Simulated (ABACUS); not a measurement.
# Band-structure run of NaH

System: NaH (Fm-3m, 2 atoms in the cell).
Method: Kohn-Sham DFT of a periodic cell, r2SCAN, SG15 ONCV 1.2 PBE, no spin polarisation (ABACUS 3.10.1).

The structure derives from an entry of the Crystallography Open Database. It belongs to a series of runs on one base structure; here: bands on the converged density.

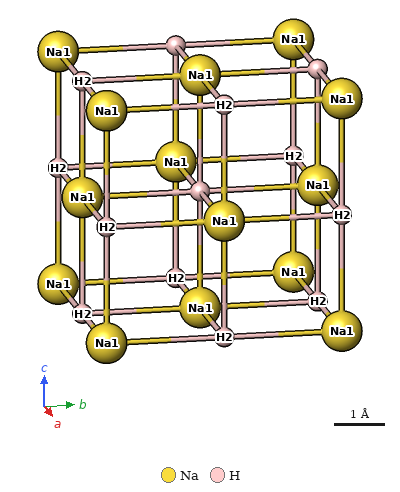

Figure 1. The structure (ball-and-stick view of the cell 4 times as large as that of the calculation, set on its symmetry axes, seen slightly off an axis; atoms are numbered from 1 in the order of the input). An atom can appear more than once, as a periodic image.

### Input
```
INPUT_PARAMETERS
suffix              NaH
calculation         nscf
basis_type          pw
pseudo_dir          ./
symmetry            -1
dft_functional      MGGA_X_R2SCAN+MGGA_C_R2SCAN
ecutwfc             103.0
pseudo_rcut         7
nspin               1
nbands              15
ks_solver           dav
smearing_method     fd
smearing_sigma      0.00367493
scf_thr             1e-08
scf_nmax            100
mixing_type         broyden
mixing_beta         0.7
mixing_tau          1
init_chg            file
pw_diag_thr         1e-07
out_band            1
kpar                4
```

### File STRU
```
ATOMIC_SPECIES
Na 22.9898 Na_ONCV_PBE-1.2.upf
H 1.0080 H_ONCV_PBE-1.2.upf

LATTICE_CONSTANT
6.5208422077

LATTICE_VECTORS
0.0000000000 0.7071067812 0.7071067812
0.7071067812 0.0000000000 0.7071067812
0.7071067812 0.7071067812 0.0000000000

ATOMIC_POSITIONS
Cartesian

Na
0.0
1
0.0000000000 0.0000000000 0.0000000000 1 1 1

H
0.0
1
0.7071067812 0.7071067812 0.7071067812 1 1 1
```

### File KPT
```
K_POINTS
12
Line
0.00000000 0.00000000 0.00000000 10 // G
0.50000000 0.00000000 0.50000000 10 // X
0.50000000 0.25000000 0.75000000 10 // W
0.37500000 0.37500000 0.75000000 10 // K
0.00000000 0.00000000 0.00000000 10 // G
0.50000000 0.50000000 0.50000000 10 // L
0.62500000 0.25000000 0.62500000 10 // U
0.50000000 0.25000000 0.75000000 10 // W
0.50000000 0.50000000 0.50000000 10 // L
0.37500000 0.37500000 0.75000000 1 // K
0.62500000 0.25000000 0.62500000 10 // U
0.50000000 0.00000000 0.50000000 1 // X
```

Launched with:
```bash
OMP_NUM_THREADS=1 mpirun -np 4 abacus > log
```

### The program's output
```
ABACUS v3.10.1

               Atomic-orbital Based Ab-initio Computation at UStc

 ------------------------------------------------------------------------------------

 READING GENERAL INFORMATION
                           global_out_dir = OUT.NaH/
                           global_in_card = INPUT
                               pseudo_dir = ./
                              orbital_dir =
                                    DSIZE = 4
                                    GSIZE = 1

 READING UNITCELL INFORMATION
                                    ntype = 2
                  lattice constant (Bohr) = 6.52084
              lattice constant (Angstrom) = 3.45068

 READING ATOM TYPE 1
                               atom label = Na
                      L=0, number of zeta = 1
                      L=1, number of zeta = 1
                      L=2, number of zeta = 1
             number of atom for this type = 1

 READING ATOM TYPE 2
                               atom label = H
                      L=0, number of zeta = 1
                      L=1, number of zeta = 1
                      L=2, number of zeta = 1
             number of atom for this type = 1

                        TOTAL ATOM NUMBER = 2
CARTESIAN COORDINATES ( UNIT =       6.520842207700 Bohr ).
    atom                   x                   y                   z     mag                  vx                  vy                  vz
tauc_Na1            0.0000000000        0.0000000000        0.0000000000  0.0000        0.0000000000        0.0000000000        0.0000000000
tauc_H1            0.7071067812        0.7071067812        0.7071067812  0.0000        0.0000000000        0.0000000000        0.0000000000

                          Volume (Bohr^3) = 196.063
                             Volume (A^3) = 29.0535

 Lattice vectors: (Cartesian coordinate: in unit of a_0)
                   +0           +0.707107           +0.707107
            +0.707107                  +0           +0.707107
            +0.707107           +0.707107                  +0
 Reciprocal vectors: (Cartesian coordinate: in unit of 2 pi/a_0)
            -0.707107           +0.707107           +0.707107
            +0.707107           -0.707107           +0.707107
            +0.707107           +0.707107           -0.707107
 The esolver type has been set to : ksdft_pw

                PAO radial cut off (Bohr) = 7

 Read in pseudopotential file is Na_ONCV_PBE-1.2.upf
                     pseudopotential type = NC
          exchange-correlation functional = PBE
                 nonlocal core correction = 0
                        valence electrons = 9
                                     lmax = 1
                           number of zeta = 0
                     number of projectors = 4
                           L of projector = 0
                           L of projector = 0
                           L of projector = 1
                           L of projector = 1
 XC functional updated to : MGGA_X_R2SCAN+MGGA_C_R2SCAN
          exchange-correlation functional = MGGA_X_R2SCAN+MGGA_C_R2SCAN
                PAO radial cut off (Bohr) = 7

 Read in pseudopotential file is H_ONCV_PBE-1.2.upf
                     pseudopotential type = NC
          exchange-correlation functional = PBE
                 nonlocal core correction = 0
                        valence electrons = 1
                                     lmax = 0
                           number of zeta = 0
                     number of projectors = 2
                           L of projector = 0
                           L of projector = 0
 XC functional updated to : MGGA_X_R2SCAN+MGGA_C_R2SCAN
          exchange-correlation functional = MGGA_X_R2SCAN+MGGA_C_R2SCAN
     initial pseudo atomic orbital number = 0

 SETUP THE ELECTRONS NUMBER
            electron number of element Na = 9
      total electron number of element Na = 9
             electron number of element H = 1
       total electron number of element H = 1
            AUTOSET number of electrons:  = 10
                           occupied bands = 5
                                   NBANDS = 15
                                   NLOCAL = 18

%%%%%%%%%%%%%%%%%%%%%%%%%%%%%%%%%%%%%%%%%%%%%%%%%%%%%%%%%%%%%%%%%%%%%%%%%%%%%%%%%%%%%%%%%%%%%%%%%%%%%%%%%%
 Warning: the number of valence electrons in pseudopotential > 1 for Na: [Ne] 3s1
 Pseudopotentials with additional electrons can yield (more) accurate outcomes, but may be less efficient.
 If you're confident that your chosen pseudopotential is appropriate, you can safely ignore this warning.
%%%%%%%%%%%%%%%%%%%%%%%%%%%%%%%%%%%%%%%%%%%%%%%%%%%%%%%%%%%%%%%%%%%%%%%%%%%%%%%%%%%%%%%%%%%%%%%%%%%%%%%%%%

 SETUP THE PLANE WAVE BASIS
 energy cutoff for charge/potential (unit:Ry) = 412
            fft grid for charge/potential = [ 45, 45, 45 ]
                        fft grid division = [ 1, 1, 1 ]
        big fft grid for charge/potential = [ 45, 45, 45 ]
                                     nbxx = 91125
                                     nrxx = 91125

 SETUP PLANE WAVES FOR CHARGE/POTENTIAL
                    number of plane waves = 27581
                         number of sticks = 1201

 PARALLEL PW FOR CHARGE/POTENTIAL
     PROC   COLUMNS(POT)             PW
        1           1201          27581
 --------------- sum -------------------
        1           1201          27581
                            number of |g| = 298
                                  max |g| = 442
                                  min |g| = 0

----------- Double Check Mixing Parameters Begin ------------
mixing_type: broyden
mixing_beta: 0.7
mixing_gg0: 1
mixing_gg0_min: 0.1
mixing_ndim: 8
----------- Double Check Mixing Parameters End ------------

 SETUP K-POINTS
                                    nspin = 1
                                   nkstot = 102
K-POINTS DIRECT COORDINATES
 KPOINTS    DIRECT_X    DIRECT_Y    DIRECT_Z  WEIGHT
       1  0.00000000  0.00000000  0.00000000  1.0000
       2  0.05000000  0.00000000  0.05000000  1.0000
       3  0.10000000  0.00000000  0.10000000  1.0000
       4  0.15000000  0.00000000  0.15000000  1.0000
       5  0.20000000  0.00000000  0.20000000  1.0000
       6  0.25000000  0.00000000  0.25000000  1.0000
       7  0.30000000  0.00000000  0.30000000  1.0000
       8  0.35000000  0.00000000  0.35000000  1.0000
       9  0.40000000  0.00000000  0.40000000  1.0000
      10  0.45000000  0.00000000  0.45000000  1.0000
      11  0.50000000  0.00000000  0.50000000  1.0000
      12  0.50000000  0.02500000  0.52500000  1.0000
      13  0.50000000  0.05000000  0.55000000  1.0000
      14  0.50000000  0.07500000  0.57500000  1.0000
      15  0.50000000  0.10000000  0.60000000  1.0000
      16  0.50000000  0.12500000  0.62500000  1.0000
      17  0.50000000  0.15000000  0.65000000  1.0000
      18  0.50000000  0.17500000  0.67500000  1.0000
      19  0.50000000  0.20000000  0.70000000  1.0000
      20  0.50000000  0.22500000  0.72500000  1.0000
      21  0.50000000  0.25000000  0.75000000  1.0000
      22  0.48750000  0.26250000  0.75000000  1.0000
      23  0.47500000  0.27500000  0.75000000  1.0000
      24  0.46250000  0.28750000  0.75000000  1.0000
      25  0.45000000  0.30000000  0.75000000  1.0000
      26  0.43750000  0.31250000  0.75000000  1.0000
      27  0.42500000  0.32500000  0.75000000  1.0000
      28  0.41250000  0.33750000  0.75000000  1.0000
      29  0.40000000  0.35000000  0.75000000  1.0000
      30  0.38750000  0.36250000  0.75000000  1.0000
[... 72 further k points ...]

           k-point number in this process = 26
       minimum distributed K point number = 25

[... K-POINTS CARTESIAN COORDINATES: 26 rows ...]

[... K-POINTS DIRECT COORDINATES: 26 rows ...]

 SETUP PLANE WAVES FOR WAVE FUNCTIONS
     energy cutoff for wavefunc (unit:Ry) = 103
              fft grid for wave functions = [ 45, 45, 45 ]
                    number of plane waves = 4285
                         number of sticks = 349

 PARALLEL PW FOR WAVE FUNCTIONS
     PROC   COLUMNS(POT)             PW
        1            349           4285
 --------------- sum -------------------
        1            349           4285

 SETUP NONLOCAL PSEUDOPOTENTIALS IN PLANE WAVE BASIS
 Na non-local projectors:
 projector 1 L=0
 projector 2 L=0
 projector 3 L=1
 projector 4 L=1
 H non-local projectors:
 projector 1 L=0
 projector 2 L=0
      TOTAL NUMBER OF NONLOCAL PROJECTORS = 10

 Init Non-Local PseudoPotential table :
 Init Non-Local-Pseudopotential done.

                                     npwx = 3495

 -------------------------------------------
 NONSELF-CONSISTENT
 -------------------------------------------
                                 init_chg = file
 try to read charge from file
 Read in the charge density: OUT.NaH//NaH-CHARGE-DENSITY.restart
 try to read kinetic energy density from file
 Read in the kinetic energy density: OUT.NaH//NaH-TAU-DENSITY.restart

 PW ALGORITHM --------------- ION=   1  ELEC=   1--------------------------------
 k(1/102) Iter steps (avg)=9 threshold=1e-07
 k(2/102) Iter steps (avg)=10 threshold=1e-07
 k(3/102) Iter steps (avg)=10 threshold=1e-07
 k(4/102) Iter steps (avg)=10 threshold=1e-07
 k(5/102) Iter steps (avg)=11 threshold=1e-07
 k(6/102) Iter steps (avg)=13 threshold=1e-07
 k(7/102) Iter steps (avg)=15 threshold=1e-07
 k(8/102) Iter steps (avg)=16 threshold=1e-07
 k(9/102) Iter steps (avg)=16 threshold=1e-07
 k(10/102) Iter steps (avg)=33 threshold=1e-07
 k(11/102) Iter steps (avg)=24 threshold=1e-07
 k(12/102) Iter steps (avg)=31 threshold=1e-07
 k(13/102) Iter steps (avg)=27 threshold=1e-07
 k(14/102) Iter steps (avg)=30 threshold=1e-07
 k(15/102) Iter steps (avg)=17 threshold=1e-07
 k(16/102) Iter steps (avg)=26 threshold=1e-07
 k(17/102) Iter steps (avg)=19 threshold=1e-07
 k(18/102) Iter steps (avg)=30 threshold=1e-07
 k(19/102) Iter steps (avg)=21 threshold=1e-07
 k(20/102) Iter steps (avg)=18 threshold=1e-07
 k(21/102) Iter steps (avg)=17 threshold=1e-07
 k(22/102) Iter steps (avg)=17 threshold=1e-07
 k(23/102) Iter steps (avg)=17 threshold=1e-07
 k(24/102) Iter steps (avg)=17 threshold=1e-07
 k(25/102) Iter steps (avg)=16 threshold=1e-07
 k(26/102) Iter steps (avg)=14 threshold=1e-07
[... levels at 26 k points of this process ...]

 Density error is 0.00000000000
                          Error Threshold = 1.00000000000e-07
----------------------------------------------------------
     Energy           Rydberg                 eV
----------------------------------------------------------
 E_KohnSham     -86.4735297089       -1176.5327302140
 E_KS(sigma->0) -86.4735297089       -1176.5327302140
 E_Harris       -86.4735297089       -1176.5327302140
 E_band         -17.5481442942       -238.7547517278
 E_one_elec     -60.9979862150       -829.9201790500
 E_Hartree      30.8603684472        419.8768532609
 E_xc           -13.4406898960       -182.8699676362
 E_Ewald        -42.8952220451       -583.6194367887
 E_entropy(-TS) 0.0000000000         0.0000000000
 E_descf        0.0000000000         0.0000000000
 E_exx          0.0000000000         0.0000000000
 E_Fermi        0.2160383186         2.9393521193
----------------------------------------------------------

 charge density convergence is achieved
 final etot is -1176.5327302 eV
 EFERMI = 2.9393521193 eV

 STATE ENERGY(eV) AND OCCUPATIONS    NSPIN == 1
 1/26 kpoint (Cartesian) = 0.0000 0.0000 0.0000 (3479 pws)
       1       -52.1128      0.0196078
       2       -22.3276      0.0196078
       3       -22.3276      0.0196078
       4       -22.3276      0.0196078
       5       -2.86878      0.0196078
       6        11.7942    2.40160e-79
       7        17.0780        0.00000
       8        17.0780        0.00000
       9        17.0780        0.00000
      10        17.6591        0.00000
      11        17.6591        0.00000
      12        17.6591        0.00000
      13        18.7188        0.00000
      14        22.6020        0.00000
      15        22.6020        0.00000

 2/26 kpoint (Cartesian) = 0.0000 0.070711 0.0000 (3487 pws)
       1       -52.1127      0.0196078
       2       -22.3295      0.0196078
       3       -22.3283      0.0196078
       4       -22.3283      0.0196078
       5       -2.81188      0.0196078
       6        11.5952    1.28487e-77
       7        16.2604        0.00000
       8        16.2604        0.00000
       9        16.4300        0.00000
      10        17.8053        0.00000
      11        18.5991        0.00000
      12        18.5991        0.00000
      13        19.4960        0.00000
      14        21.9815        0.00000
      15        22.6652        0.00000

 3/26 kpoint (Cartesian) = 0.0000 0.14142 0.0000 (3491 pws)
       1       -52.1122      0.0196078
       2       -22.3351      0.0196078
       3       -22.3302      0.0196078
       4       -22.3302      0.0196078
       5       -2.64316      0.0196078
       6        11.0646    5.21807e-73
       7        15.3288        0.00000
       8        15.3288        0.00000
       9        15.4399        0.00000
      10        18.1277        0.00000
      11        19.8966        0.00000
      12        19.8966        0.00000
      13        20.8735        0.00000
      14        20.8881        0.00000
      15        22.8544        0.00000

 4/26 kpoint (Cartesian) = 0.0000 0.21213 0.0000 (3475 pws)
       1       -52.1114      0.0196078
       2       -22.3436      0.0196078
       3       -22.3332      0.0196078
       4       -22.3332      0.0196078
       5       -2.36864      0.0196078
       6        10.3314    1.21927e-66
       7        14.5052        0.00000
       8        14.5052        0.00000
       9        14.5091        0.00000
      10        18.1591        0.00000
      11        20.2035        0.00000
      12        21.3247        0.00000
      13        21.3247        0.00000
      14        22.4499        0.00000
      15        23.1691        0.00000

 5/26 kpoint (Cartesian) = 0.0000 0.28284 0.0000 (3495 pws)
       1       -52.1105      0.0196078
       2       -22.3540      0.0196078
       3       -22.3370      0.0196078
       4       -22.3370      0.0196078
       5       -1.99887      0.0196078
       6        9.50233    1.93707e-59
       7        13.6875        0.00000
       8        13.7964        0.00000
       9        13.7964        0.00000
      10        17.3915        0.00000
      11        20.5013        0.00000
      12        22.8661        0.00000
      13        22.8661        0.00000
      14        23.6075        0.00000
      15        24.1751        0.00000

 6/26 kpoint (Cartesian) = 0.0000 0.35355 0.0000 (3479 pws)
       1       -52.1094      0.0196078
       2       -22.3651      0.0196078
       3       -22.3411      0.0196078
       4       -22.3411      0.0196078
       5       -1.54992      0.0196078
       6        8.64789    5.11337e-52
       7        12.9869        0.00000
       8        13.2019        0.00000
       9        13.2019        0.00000
      10        16.3539        0.00000
      11        21.2757        0.00000
      12        24.1670        0.00000
      13        24.4959        0.00000
      14        24.4959        0.00000
      15        26.0373        0.00000

[... levels at 20 further k points ...]

 --------------------------------------------
 !FINAL_ETOT_IS -1176.532730213995 eV
 --------------------------------------------

 Output bands in file: OUT.NaH/BANDS_1.dat
```

### Standard output
```
ABACUS
v3.10.1

               Atomic-orbital Based Ab-initio Computation at UStc

 dft_functional readin is: MGGA_X_R2SCAN+MGGA_C_R2SCAN
 dft_functional in pseudopot file is: PBE
 Please make sure this is what you need
 dft_functional readin is: MGGA_X_R2SCAN+MGGA_C_R2SCAN
 dft_functional in pseudopot file is: PBE
 Please make sure this is what you need

%%%%%%%%%%%%%%%%%%%%%%%%%%%%%%%%%%%%%%%%%%%%%%%%%%%%%%%%%%%%%%%%%%%%%%%%%%%%%%%%%%%%%%%%%%%%%%%%%%%%%%%%%
 Warning: the number of valence electrons in pseudopotential > 1 for Na: [Ne] 3s1
 Pseudopotentials with additional electrons can yield (more) accurate outcomes, but may be less efficient.
 If you're confident that your chosen pseudopotential is appropriate, you can safely ignore this warning.
%%%%%%%%%%%%%%%%%%%%%%%%%%%%%%%%%%%%%%%%%%%%%%%%%%%%%%%%%%%%%%%%%%%%%%%%%%%%%%%%%%%%%%%%%%%%%%%%%%%%%%%%%

 UNIFORM GRID DIM        : 45 * 45 * 45
 UNIFORM GRID DIM(BIG)   : 45 * 45 * 45
func,idMGGA_X_R2SCAN 497
func,idMGGA_C_R2SCAN 498
 ---------------------------------------------------------
 ---------------------------------------------------------
 SPIN    KPOINTS         PROCESSORS  THREADS
 1       102             4           4
 ---------------------------------------------------------
 Use plane wave basis
 ---------------------------------------------------------
 ELEMENT NATOM       XC
 Na      1
 H       1
 ---------------------------------------------------------
 Initial plane wave basis and FFT box
 ---------------------------------------------------------
 -------------------------------------------
 NONSELF-CONSISTENT :
 -------------------------------------------
 START CHARGE      : file
 ITER       ETOT/eV          EDIFF/eV         DRHO         DKIN     TIME/s
 DA1     -1.17653273e+03   0.00000000e+00   0.0000e+00   0.0000e+00  12.70
```

### Summary

```csv
quantity,value
outcome,converged
space group (tolerance 0.01 Å),Fm-3m (225)
electrons treated,10
Fermi energy,2.393 eV
gap on the band path,4.35 eV
hardware,"4 threads of AMD EPYC (Zen 5), 32 GiB of memory available, shared host"
wall time,13 s (CPU time 52 s)
peak memory,0.4 GiB
```
